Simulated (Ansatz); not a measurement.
## Electronic structure of W₃S₈ (cell charge −1, with a compensating background) (distorted or defective cell) in real space

Input file:

```
crystal:
  lattice:
    - [3.1877473365, -5.5213403485, 0.0]
    - [6.375494673, 0.0, 0.0]
    - [3.1877473365, -1.8404467828, 7.4744489262]
  atoms:
    - { symbol: W, position: [0.9919617566, 1.0140330223, 0.0020434646] }
    - { symbol: W, position: [0.5140330223, 0.4919617566, 0.0020434646] }
    - { symbol: W, position: [0.9919617566, 0.4919617566, 0.0020434646] }
    - { symbol: S, position: [0.0982338929, 0.5982338929, 0.2052983212] }
    - { symbol: S, position: [0.5985293198, 0.5908667348, 0.2120746256], spin: 0.167 }
    - { symbol: S, position: [0.0908667348, 0.0985293198, 0.2120746256], spin: 0.167 }
    - { symbol: S, position: [0.5985293198, 0.0985293198, 0.2120746256], spin: 0.167 }
    - { symbol: S, position: [0.2337381718, 0.7337381718, 0.7987854847] }
    - { symbol: S, position: [0.7385744812, 0.7308745122, 0.7919765253], spin: 0.167 }
    - { symbol: S, position: [0.2308745122, 0.2385744812, 0.7919765253], spin: 0.167 }
    - { symbol: S, position: [0.7385744812, 0.2385744812, 0.7919765253], spin: 0.167 }
  host:
    lattice:
      - [1.5938736683, 0.9202233914, 7.4744489262]
      - [-1.5938736683, 0.9202233914, 7.4744489262]
      - [0.0, -1.8404467828, 7.4744489262]
    atoms:
      - { symbol: W, position: [0.0006774492, 0.0006774492, 0.0006774492] }
      - { symbol: S, position: [0.4040742748, 0.4040742748, 0.4040742748] }
      - { symbol: S, position: [0.263948276, 0.263948276, 0.263948276] }
total_charge: -1
basis:
  ecutwfc: 420
  xc_grid: 2
kpoints:
  mp_grid: { grid: [3, 3, 3], shift: [0.0, 0.0, 0.0] }
hamiltonian:
  xc: pbe
scf:
  occupations: { method: gaussian, width: 0.01 }
output:
  forces: true
  stress: false
  eigenvalues: true
  populations: true
  charged_corrections:
    defect_position: [0.49932255, 0.99932255, 0.00203235]
    epsilon: [[11.5894, 0.0, 0.0], [0.0, 11.5894, 0.0], [0.0, 0.0, 3.2073]]
  write_density: true
  write_potential: true
  elf: true
  volumetric_format: npy
magnetization:
  spin_polarized: true
relax:
  adjacent_minimum: "off"
  f_tol: 0.025
  max_steps: 45
```

Launched as:

```sh
ansatz run input.yaml --threads 4 --pin off --max-ram 8192MiB --backend cpu --events-out ev --progress --plain --runs-dir out
```

The fields are those of the relaxed geometry.

Spin-polarised.

Level of theory: Ansatz 0.2.0, DFT PBE, scalar-relativistic, plane waves, PAW.

The density is the valence pseudo-density of a PAW calculation; it isn't the true density close to the nuclei.

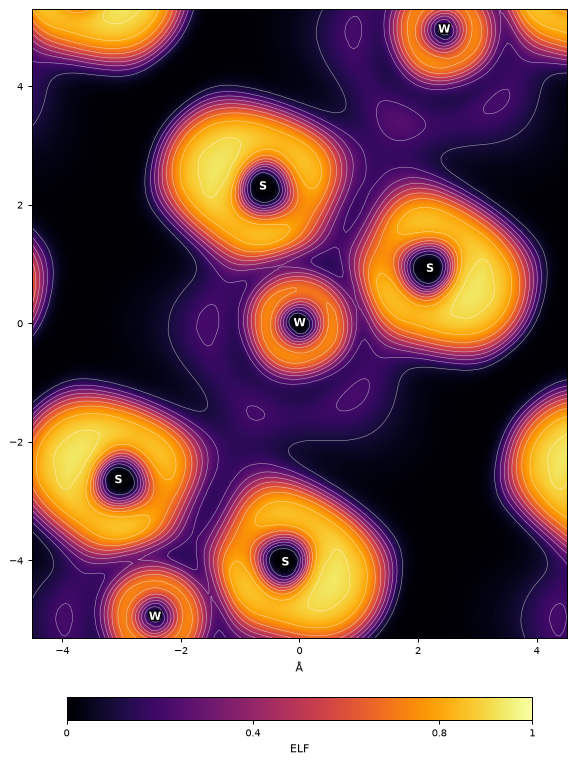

Figure 1. Electron localisation function on the (11̄0) plane of the calculation cell.

> Read the bonding off the picture.

- The plane passes through W and S nuclei.
- W–S (2.39 Å): the ELF peaks at about 0.85 in the valence shell of S, 0.8 Å from its nucleus, and is about 0.50 at the midpoint.
- The features right at W lie inside the PAW spheres, where the map follows smoothed inner orbitals and isn't to be read closely.

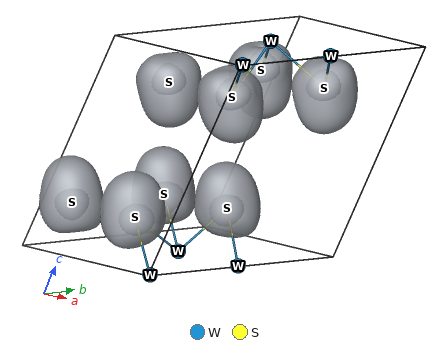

Figure 2. Isosurface of the electron localisation function at 0.7 (grey), seen at an oblique angle. Core shells and regions of very low density are left out. Sticks mark near contacts.

> Where are the electrons localised?

At this value the surface marks out eight regions wrapped around S (the valence shell of each), counted in one cell of 11 atoms. Regions shared between cells count once. Profiles from the grid: W–S (2.45 Å): the ELF peaks at about 0.85 in the valence shell of S, 0.8 Å from its nucleus, and is about 0.50 at the midpoint.

> Does the calculation make it a metal, or give it a gap?

It is gapless in this calculation (a metal or semimetal).
